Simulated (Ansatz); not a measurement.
**Geometry relaxation of WSe (part 2 of 2)**

The same run, continued: WSe (F-43m, 2 atoms in the cell); DFT PBEsol, scalar-relativistic, plane waves, PAW, spin-polarised (Ansatz 0.2.0); cutoff 420 eV, 14×14×14 k-mesh, Gaussian smearing of 0.1 eV, collinear spins. The structure was built on a prototype by a generator; it need not be a known phase.

Geometry of the input (Å; fractional positions):
```
0.0000  2.7966  2.7966
2.7966  0.0000  2.7966
2.7966  2.7966  0.0000
W  0.0000  0.0000  0.0000
Se 0.2500  0.2500  0.2500
```

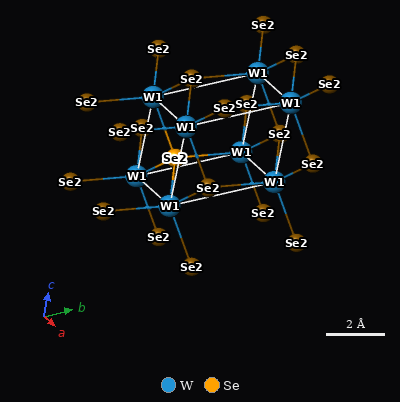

*The geometry at step 1 of the log (ball-and-stick view of the cell of the calculation, seen slightly off an axis; neighbours outside the cell are drawn fainter; atoms are numbered from 1 in the order of the input).*

Output, continued:
```
SCF iter   1: F=—  HF=-15678.708619 eV  |F-HF|=—  |Δ(HF+E_count)|=         —  Δρ=1.72e-4 (↑1.64e-4 ↓1.72e-4)  dr2=5.29e-5  dr2_m=6.29e-8  M=0.001 μB ∫|m|=0.001 μB  β_m=0.65  ethr=2.01e-7  ⟨swp⟩=2.0  Hψ=21905  notcnv=0
preconditioner: auto → none  [metal: Δε(μ)=0.011 eV  Ē_g=9.003 eV  σ=0.100 eV  W_gap=0.06  n_scr=8 (ndim 8)  ℏωp=19.5 eV  f_vac=0.008  D(μ)=2.78/eV (n_scr^D=26)]
SCF iter   2: F=—  HF=-15678.708658 eV  |F-HF|=—  |Δ(HF+E_count)|=   3.88e-5  Δρ=8.96e-5 (↑8.85e-5 ↓8.96e-5)  dr2=2.21e-5  dr2_m=6.03e-9  M=0.001 μB ∫|m|=0.001 μB  β_m=0.41  ethr=1.76e-7  ⟨swp⟩=2.0  Hψ=7078  notcnv=0
SCF iter   3: F=—  HF=-15678.708692 eV  |F-HF|=—  |Δ(HF+E_count)|=   3.41e-5  Δρ=4.62e-5 (↑4.43e-5 ↓4.62e-5)  dr2=4.33e-6  dr2_m=4.52e-9  M=0.001 μB ∫|m|=0.001 μB  β_m=0.71  ethr=7.36e-8  ⟨swp⟩=2.4  Hψ=6148  notcnv=0
SCF iter   4: F=—  HF=-15678.708748 eV  |F-HF|=—  |Δ(HF+E_count)|=   5.54e-5  Δρ=2.05e-5 (↑1.57e-5 ↓2.05e-5)  dr2=8.44e-7  dr2_m=3.98e-9  M=0.001 μB ∫|m|=0.001 μB  β_m=0.85  ethr=1.44e-8  ⟨swp⟩=2.0  Hψ=6102  notcnv=0
SCF iter   5: F=—  HF=-15678.708754 eV  |F-HF|=—  |Δ(HF+E_count)|=   6.06e-6  Δρ=4.29e-6 (↑4.29e-6 ↓3.46e-6)  dr2=1.63e-8  dr2_m=2.65e-9  M=0.001 μB ∫|m|=0.001 μB  β_m=0.79  ethr=2.81e-9  ⟨swp⟩=3.5  Hψ=9302  notcnv=0
iter 6 did not close the SCF: its close was put off for a magnetic moment that had not settled (scf_convergence_deferred on its scf_iter line)
SCF iter   6: F=-15678.708754 eV  HF=-15678.708754 eV  |F-HF|=3.46e-11  |Δ(HF+E_count)|=  4.42e-10  Δρ=1.39e-6 (↑7.84e-7 ↓1.39e-6)  dr2=4.54e-10  dr2_m=4.44e-10  M=0.001 μB ∫|m|=0.001 μB  β_m=0.90  ethr=5.42e-11  ⟨swp⟩=1.8  Hψ=12578  notcnv=0
iter 7 did not close the SCF: its close was put off for a magnetic moment that had not settled (scf_convergence_deferred on its scf_iter line)
SCF iter   7: F=-15678.708754 eV  HF=-15678.708754 eV  |F-HF|=4.66e-10  |Δ(HF+E_count)|=   1.88e-9  Δρ=1.33e-6 (↑1.33e-6 ↓5.65e-7)  dr2=8.55e-10  dr2_m=3.05e-10  M=0.000 μB ∫|m|=0.000 μB  β_m=0.95  ethr=1.51e-12  ⟨swp⟩=1.0  Hψ=12307  notcnv=0
iter 8 did not close the SCF: its close was put off for a magnetic moment that had not settled (scf_convergence_deferred on its scf_iter line)
SCF iter   8: F=-15678.708754 eV  HF=-15678.708754 eV  |F-HF|=1.99e-9  |Δ(HF+E_count)|=   2.98e-9  Δρ=1.29e-6 (↑5.71e-7 ↓1.29e-6)  dr2=2.35e-9  dr2_m=9.80e-11  M=0.000 μB ∫|m|=0.000 μB  β_m=0.97  ethr=1.51e-12  ⟨swp⟩=1.0  Hψ=12856  notcnv=0
SCF iter   9: F=-15678.708754 eV  HF=-15678.708754 eV  |F-HF|=1.20e-10  |Δ(HF+E_count)|=  5.40e-10  Δρ=2.22e-7 (↑2.22e-7 ↓2.00e-7)  dr2=1.37e-10  dr2_m=1.21e-13  M=0.000 μB ∫|m|=0.000 μB  ethr=1.51e-12  ⟨swp⟩=1.0  Hψ=12884  notcnv=0
the starting moments were not kept: the SCF closed with an absolute magnetisation of 5.3e-6 μB, where they sum to 0.14 μB in size (1 site). That is at most 0.1 of that sum. Measured as dr2_m measures the in/out step, that magnetisation stands 5.9e-12 eV from none, at or under the dr2_threshold of 2.0e-7 eV: it is no larger than a step whose dr2_m would equal this threshold.
SCF 2 converged in 9 iterations: F = -15678.708754 eV  dr2 = 1.37e-10
relax step   2: F+E_penalty+E_count = -15678.70875357 eV  Δ(F+E_penalty+E_count) = -3.666e-4 eV  max|allowed force component| = 5.089e-17 eV/Å  Δτ_max = 0.0000 Å  P = +0.277 GPa  Ω = 43.456 Å³  energy of the carried Pulay correction = +4.747e-5 eV  (9 SCF iters, dr2 threshold 2.00e-7 eV, accepted)
Crystal: 2 atoms, lattice volume = 43.544 Å³
iter 1 solved again at ethr=1.91e-8 eV; its pass at ethr=3.10e-3 eV (dr2=5.74e-6 eV) is discarded
SCF iter   1: F=—  HF=-15678.708802 eV  |F-HF|=—  |Δ(HF+E_count)|=         —  Δρ=5.27e-5 (↑5.05e-5 ↓5.27e-5)  dr2=5.03e-6  dr2_m=5.94e-9  M=-0.000 μB ∫|m|=0.000 μB  β_m=0.65  ethr=1.91e-8  ⟨swp⟩=2.0  Hψ=21780  notcnv=0
preconditioner: auto → none  [metal: Δε(μ)=0.014 eV  Ē_g=8.986 eV  σ=0.100 eV  W_gap=0.08  n_scr=8 (ndim 8)  ℏωp=19.5 eV  f_vac=0.008  D(μ)=2.77/eV (n_scr^D=26)]
SCF iter   2: F=—  HF=-15678.708805 eV  |F-HF|=—  |Δ(HF+E_count)|=   3.71e-6  Δρ=2.76e-5 (↑2.73e-5 ↓2.76e-5)  dr2=2.12e-6  dr2_m=5.62e-10  M=-0.000 μB ∫|m|=0.000 μB  β_m=0.41  ethr=1.68e-8  ⟨swp⟩=2.0  Hψ=7073  notcnv=0
SCF iter   3: F=—  HF=-15678.708809 eV  |F-HF|=—  |Δ(HF+E_count)|=   3.25e-6  Δρ=1.42e-5 (↑1.36e-5 ↓1.42e-5)  dr2=4.14e-7  dr2_m=4.22e-10  M=-0.000 μB ∫|m|=0.000 μB  β_m=0.71  ethr=7.05e-9  ⟨swp⟩=2.4  Hψ=6104  notcnv=0
SCF iter   4: F=—  HF=-15678.708814 eV  |F-HF|=—  |Δ(HF+E_count)|=   5.29e-6  Δρ=6.31e-6 (↑4.88e-6 ↓6.31e-6)  dr2=8.10e-8  dr2_m=3.49e-10  M=-0.000 μB ∫|m|=0.000 μB  β_m=0.85  ethr=1.38e-9  ⟨swp⟩=2.0  Hψ=6098  notcnv=0
SCF iter   5: F=-15678.708814 eV  HF=-15678.708814 eV  |F-HF|=2.99e-9  |Δ(HF+E_count)|=   5.81e-7  Δρ=1.30e-6 (↑1.30e-6 ↓1.01e-6)  dr2=3.22e-9  dr2_m=4.61e-11  M=-0.000 μB ∫|m|=0.000 μB  ethr=2.70e-10  ⟨swp⟩=1.1  Hψ=14350  notcnv=0
the starting moments were not kept: the SCF closed with an absolute magnetisation of 2.0e-4 μB, where they sum to 0.14 μB in size (1 site). That is at most 0.1 of that sum. Measured as dr2_m measures the in/out step, that magnetisation stands 9.0e-9 eV from none, at or under the dr2_threshold of 1.9e-7 eV: it is no larger than a step whose dr2_m would equal this threshold.
SCF 3 converged in 5 iterations: F = -15678.708814 eV  dr2 = 3.22e-9
relax step   3: F+E_penalty+E_count = -15678.70881445 eV  Δ(F+E_penalty+E_count) = -6.088e-5 eV  max|allowed force component| = 4.742e-17 eV/Å  Δτ_max = 0.0000 Å  P = -0.002 GPa  Ω = 43.544 Å³  energy of the carried Pulay correction = +3.294e-5 eV  (5 SCF iters, dr2 threshold 1.92e-7 eV, accepted)
Initial wavefunctions: pseudopotential atomic-orbital guess (no wavefunctions were taken with the density)
iter 1 solved again at ethr=5.08e-8 eV; its pass at ethr=3.10e-3 eV (dr2=1.52e-5 eV) is discarded
SCF iter   1: F=—  HF=-15678.708781 eV  |F-HF|=—  |Δ(HF+E_count)|=         —  Δρ=3.23e-6 (↑3.23e-6 ↓3.06e-6)  dr2=5.12e-9  dr2_m=2.54e-10  M=-0.000 μB ∫|m|=0.000 μB  β_m=0.65  ethr=5.08e-8  ⟨swp⟩=3.1  Hψ=30473  notcnv=0
preconditioner: auto → none  [metal: Δε(μ)=0.013 eV  Ē_g=8.987 eV  σ=0.100 eV  W_gap=0.08  n_scr=8 (ndim 8)  ℏωp=19.5 eV  f_vac=0.008  D(μ)=2.77/eV (n_scr^D=26)]
SCF iter   2: F=—  HF=-15678.708781 eV  |F-HF|=—  |Δ(HF+E_count)|=   6.15e-7  Δρ=1.49e-6 (↑1.12e-6 ↓1.49e-6)  dr2=8.52e-10  dr2_m=1.99e-10  M=-0.000 μB ∫|m|=0.000 μB  β_m=0.47  ethr=1.71e-11  ⟨swp⟩=3.0  Hψ=7932  notcnv=0
SCF iter   3: F=—  HF=-15678.708781 eV  |F-HF|=—  |Δ(HF+E_count)|=  3.57e-10  Δρ=9.31e-7 (↑8.19e-7 ↓9.31e-7)  dr2=9.54e-11  dr2_m=1.72e-10  M=-0.000 μB ∫|m|=0.000 μB  β_m=0.67  ethr=2.84e-12  ⟨swp⟩=2.0  Hψ=5371  notcnv=0
SCF iter   4: F=—  HF=-15678.708781 eV  |F-HF|=—  |Δ(HF+E_count)|=  1.89e-10  Δρ=6.21e-7 (↑5.27e-7 ↓6.21e-7)  dr2=2.03e-11  dr2_m=1.23e-10  M=-0.000 μB ∫|m|=0.000 μB  β_m=0.83  ethr=1.00e-12  ⟨swp⟩=2.8  Hψ=7077  notcnv=0
SCF iter   5: F=—  HF=-15678.708781 eV  |F-HF|=—  |Δ(HF+E_count)|=  1.18e-10  Δρ=4.45e-7 (↑4.45e-7 ↓4.13e-7)  dr2=1.08e-11  dr2_m=7.19e-11  M=-0.000 μB ∫|m|=0.000 μB  β_m=0.92  ethr=1.00e-12  ⟨swp⟩=2.8  Hψ=7304  notcnv=0
SCF iter   6: F=—  HF=-15678.708781 eV  |F-HF|=—  |Δ(HF+E_count)|=  1.00e-10  Δρ=7.25e-8 (↑7.25e-8 ↓3.80e-8)  dr2=4.58e-12  dr2_m=5.91e-13  M=-0.000 μB ∫|m|=0.000 μB  β_m=0.93  ethr=1.00e-12  ⟨swp⟩=2.0  Hψ=7349  notcnv=0
SCF iter   7: F=-15678.708781 eV  HF=-15678.708781 eV  |F-HF|=1.82e-12  |Δ(HF+E_count)|=  9.09e-12  Δρ=3.82e-8 (↑3.82e-8 ↓2.44e-8)  dr2=2.72e-12  dr2_m=4.54e-14  M=-0.000 μB ∫|m|=0.000 μB  ethr=1.00e-12  ⟨swp⟩=4.0  Hψ=16601  notcnv=0
the starting moments were not kept: the SCF closed with an absolute magnetisation of 5.4e-6 μB, where they sum to 0.14 μB in size (1 site). That is at most 0.1 of that sum. Measured as dr2_m measures the in/out step, that magnetisation stands 6.4e-12 eV from none, at or under the dr2_threshold of 2.0e-11 eV: it is no larger than a step whose dr2_m would equal this threshold.
SCF 4 converged in 7 iterations: F = -15678.708781 eV  dr2 = 2.72e-12
relax step   4: F+E_penalty+E_count = -15678.70878123 eV  Δ(F+E_penalty+E_count) = +3.322e-5 eV  max|allowed force component| = 4.857e-17 eV/Å  Δτ_max = 0.0000 Å  P = -0.002 GPa  Ω = 43.544 Å³  stress off target by 2.18e-3 GPa  SCF on the basis re-selected at this cell (its energy is not comparable with the rows above)  (7 SCF iters)
basis re-selected at this cell: Δ(F+E_penalty+E_count) = +3.322e-5 eV, ΔP = +0.000 GPa vs the last step (what re-selecting the basis moved, of the pressure what is left beyond the Pulay correction that the steps carried, after the strain that the cell walked since its last selection, with what the two solves' SCF thresholds leave and, on support functions, any second-order correction that the steps lacked; it is no measure of the basis error at this ecutwfc). This SCF's stress stands 2.18e-3 GPa from its target on what of the cell is left free (relax.cell.stress_tol is 5.00e-2 GPa) and its largest allowed force component is 4.86e-17 eV/Å (relax.f_tol is 1.00e-2 eV/Å): within both
SCF converged after 7 iterations
Magnetization: -0.0000 μB (15.0000 up, 15.0000 down)
Absolute magnetization: 0.0000 μB (∫|ρ↑−ρ↓|, with the PAW one-centre terms)
Spin contamination: 0.0000 ħ² per cell (⟨S²⟩ above its minimum at these occupations)
Per-site moments (μB) at R_I (Å): [(-3.2327646724703175e-6, 0.9975209096554266), (4.594469424757068e-8, 0.9975209096554266)]
Free energy (F): -15678.708781 eV
Harris-Foulkes:  -15678.708781 eV  (|F-HF|=1.82e-12)
Internal energy: -15678.694925 eV  (E = F + TS)
E sigma→0 (E₀):  -15678.701853 eV
Entropy (-TS):   -0.013857 eV (-6.928 meV/atom)
Fermi energy:    13.052933 eV
--- Per-component energies (eV) ---
  E_band       = -540.350747
  E_kinetic    = 571.563628
  E_local      = -3437.814845  (includes V_loc(G=0)·N_el)
  E_nonlocal   = -584.257714
  E_hartree    = 1579.345482
  E_xc         = -367.089935
  E_vxc        = -335.011223  (∫ρ·V_xc dr)
  E_paw        = -10306.790701  (= ΣΔE_a)
  E_vpaw       = 86.479089  (= ΣTr[D̂ρ^β])
  E_aug_tail   = -0.000659  (compensation charges beyond the density's cutoff)
  E_ewald      = -3134.880424
  E_core_change = 1.230243  (= ΣΔE_core)
  E_smearing   = -0.013857  (= −TS)
  E_closure    = 0.000000  (closes the sum)
  Σ components = -15678.708781   (vs F -15678.708781, Δ=0.00e0)
--- Forces (eV/Å), atoms counted from 1 ---
  atom   1  W      0.00000000     0.00000000    -0.00000000
  atom   2  Se    -0.00000000     0.00000000     0.00000000
  max |Σ_I F_I| component: 4.63e-17 eV/Å
--- Stress (GPa, compression-positive) ---
       -0.002183       0.000000       0.000000
        0.000000      -0.002183      -0.000000
        0.000000      -0.000000      -0.002183
  P = ⅓ Tr σ = -0.0022 GPa (-0.022 kbar)
--- Band table (eV; the first three rows and the last of 208) ---
  k-point 0 ↑: bands = ["-60.7948", "-35.9557", "-35.9557", "-35.9557", "-35.9399", "-35.9399", "-25.1147", "-25.1147", "-25.1147", "-2.4614", "7.6587", "7.6587", "7.6587", "12.5167", "12.5167", "13.5561", "17.8945", "17.8945", "17.8945", "20.5099"]
  k-point 1 ↑: bands = ["-60.7947", "-35.9557", "-35.9557", "-35.9555", "-35.9399", "-35.9399", "-25.1178", "-25.1152", "-25.1152", "-2.4218", "7.5616", "7.6835", "7.6835", "12.4878", "12.4878", "13.7737", "17.6312", "17.8895", "17.8895", "20.1720"]
  k-point 2 ↑: bands = ["-60.7946", "-35.9556", "-35.9556", "-35.9550", "-35.9399", "-35.9399", "-25.1264", "-25.1166", "-25.1166", "-2.3095", "7.3245", "7.7514", "7.7514", "12.4279", "12.4279", "14.3400", "16.8990", "17.7835", "17.7835", "19.5675"]
  k-point 103 ↓: bands = ["-60.7935", "-35.9543", "-35.9539", "-35.9513", "-35.9401", "-35.9397", "-25.1686", "-25.1455", "-25.1377", "-1.3158", "6.9037", "7.4935", "8.8246", "11.0706", "12.3399", "13.2970", "14.3524", "15.5622", "20.4353", "20.5047"]
--- Relaxed structure (3 steps of the walk, 3 accepted, 1 SCFs on fresh bases) ---
  F+E_penalty+E_count = -15678.70878123 eV   max|allowed force component| = 4.857e-17 eV/Å   (the final SCF, on the basis selected at the relaxed cell)
  cell:  # Å, volume = 43.5444 Å³
    - [-1.98719509282928e-33, 2.7923343792089255, 2.7923343792089255]
    - [2.7923343792089255, -1.7706417814312174e-33, 2.7923343792089255]
    - [2.7923343792089255, 2.7923343792089255, -1.3120582984706143e-33]
  atoms:
    - { symbol: W, position: [-7.890947409043365e-36, -5.021511987573049e-36, -8.393098607800667e-35] }
    - { symbol: Se, position: [0.25, 0.25, 0.25] }
--- Löwdin populations: 2 sites ---
  site symbol       q [e]    m [muB]
     0      W     13.9102    -0.0000
     1     Se     15.8753     0.0000
  spilling = 0.007151 (of n_electrons = 30.000000)
```

File populations.tsv:
```
# site	symbol	l	j	q_up	q_dn
# orbitals = lowdin
# n_electrons = 30.000000
# spilling = 0.007151
0	W	0_5S	-	0.990180	0.990180
0	W	0_6S	-	0.298947	0.298947
0	W	1_5P	-	2.992097	2.992097
0	W	2_5D	-	2.673886	2.673891
1	Se	0_4S	-	0.826803	0.826803
1	Se	1_4P	-	2.110926	2.110926
1	Se	2_3D	-	4.999900	4.999900
```

Trajectory as extended XYZ (Å, eV, eV/Å), 4 frames, from step=1 to step=4:
```
2
Lattice="0.0000 2.7966 2.7966 2.7966 0.0000 2.7966 2.7966 2.7966 0.0000" Properties=species:S:1:pos:R:3:forces:R:3 step=1 energy=-15678.70839 pressure_GPa=-0.63
W     0.0000    0.0000    0.0000    0.0000   0.0000   0.0000
Se    1.3983    1.3983    1.3983    0.0000   0.0000   0.0000
2
Lattice="0.0000 2.7904 2.7904 2.7904 0.0000 2.7904 2.7904 2.7904 0.0000" Properties=species:S:1:pos:R:3:forces:R:3 step=2 energy=-15678.70875 pressure_GPa=0.28
W     0.0000    0.0000    0.0000    0.0000   0.0000   0.0000
Se    1.3952    1.3952    1.3952    0.0000   0.0000   0.0000
2
Lattice="0.0000 2.7923 2.7923 2.7923 0.0000 2.7923 2.7923 2.7923 0.0000" Properties=species:S:1:pos:R:3:forces:R:3 step=3 energy=-15678.70881 pressure_GPa=-0.00
W     0.0000    0.0000    0.0000    0.0000   0.0000   0.0000
Se    1.3962    1.3962    1.3962    0.0000   0.0000   0.0000
2
Lattice="0.0000 2.7923 2.7923 2.7923 0.0000 2.7923 2.7923 2.7923 0.0000" Properties=species:S:1:pos:R:3:forces:R:3 step=4 energy=-15678.70878 pressure_GPa=-0.00
W     0.0000    0.0000    0.0000    0.0000   0.0000   0.0000
Se    1.3962    1.3962    1.3962    0.0000   0.0000   0.0000
```

Key numbers:

- outcome: converged
- space group (tolerance 0.01 Å): F-43m (216)
- electrons treated: 30
- free energy: −15678.7088 eV
- Fermi energy: 13.053 eV
- gap on the k-point mesh: none (metallic)
- net moment of the cell: 0.00 μB
- integrated absolute moment: 0.00 μB
- pressure: 0.00 GPa
- final volume: 43.54 Å³
- largest force (length of the vector) at the end: under 0.001 eV/Å
- final cell: a = 3.949 Å, b = 3.949 Å, c = 3.949 Å, α = 60.00°, β = 60.00°, γ = 60.00°
- hardware: 1 thread of Intel Xeon @ 2.50GHz (Skylake/Cascade Lake), 189 GiB of memory available, shared host
- wall time: 3.8 min
- peak memory: 0.52 GiB

Notes:

Warnings of the run: some starting moments were not kept. Spin–orbit coupling is left out, which matters for W.
